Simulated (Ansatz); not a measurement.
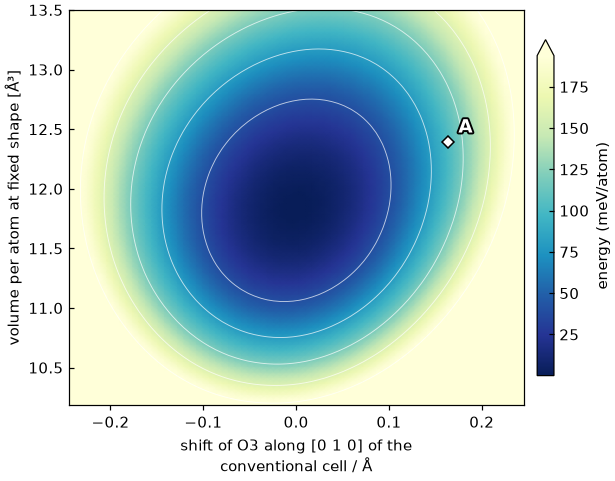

SnO₂ (P4_2/mnm, No. 136; 6 atoms in the cell). The energy is mapped over a free internal coordinate and the cell. First axis: shift of O3 along [0 1 0] of the conventional cell, Cartesian (0 1 0), its symmetry partners moved as symmetry demands (measured in the relaxed cell). Second axis: volume per atom at fixed shape. Nothing is relaxed (all other coordinates fixed). The scan uses a 7 × 7 grid. Points are written as (first, second). Energies: meV/atom, counted from the lowest grid point. Level of theory: DFT LDA, scalar-relativistic, plane waves, PAW (Ansatz). Settings: cutoff 520 eV, k-mesh 6×6×8 in the order of the run's cell vectors, gaussian smearing 0.05 eV, no spin polarisation.

The picture shows a smooth colour map with a few white contour lines, one colour for all values above the top of the scale, the point A. Between grid points the surface is interpolated.

### Which way does the force act at A, and how strong is it?

A, at (0.163 Å, 12.39 Å³), is not a stationary point. The computed force is 1100 meV/atom for each Å towards smaller values of the first coordinate and 19 meV/atom for each Å³ towards smaller values of volume per atom at fixed shape.

PAW datasets: the set soft_1.
